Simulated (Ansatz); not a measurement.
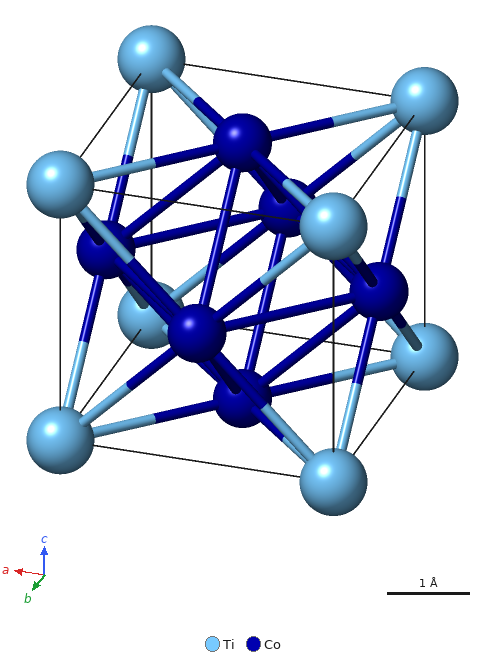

Normal modes of crystalline TiCo$_{3}$, space group Pm-3m (No. 221), at the zone centre. A ball-and-stick model of the cell of the calculation, seen from a free direction.

Level of theory: DFT PBEsol, scalar-relativistic, plane waves, PAW (Ansatz 0.2.0). Settings: plane-wave cutoff 420 eV; k-point mesh 12 × 12 × 12; occupations gaussian; smearing width 0.2 eV; collinear spin.

The frequencies depend somewhat on the k-mesh and the smearing.

> Give the spectrum at this point.

The calculation's cell holds 4 atoms, so there are 9 optical modes, in 3 levels. The optical modes span 2T₁u + T₂u. No level is unstable.

| level | symmetry | frequency (cm⁻¹) | activity |
| --- | --- | --- | --- |
| 1 | T₁u | 205 | infrared-active |
| 2 | T₂u | 228 | silent |
| 3 | T₁u | 293 | infrared-active |

The crystal is a metal, so free carriers screen the infrared response.

The modes drawn as arrows (one member of each degenerate set):

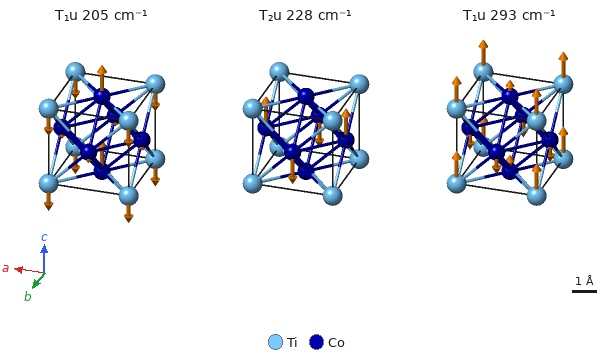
